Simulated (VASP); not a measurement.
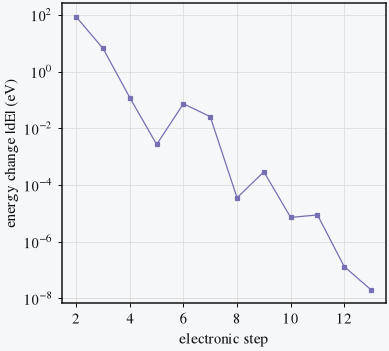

The plot shows the electronic steps of a calculation: energy change |dE|.

GaSb (F-43m, 2 atoms in the cell); DFT, PBEsol, plane waves, PAW (VASP 6.6.1); cutoff 520 eV, 8×8×8 k-mesh, Fermi–Dirac smearing of 0.02 eV.

> Was self-consistency reached?

Converged, in 13 steps. The energy change falls unevenly and jumps up by a factor of two or more twice on the way down, most sharply at step 6 (by a factor of about 25). The jump at step 6 comes where the charge density, held fixed for the first 5 steps, starts to be updated.

> Read the energy change at the first and at the last step drawn.

It starts near 80 and ends near 2 × 10⁻⁸ eV.
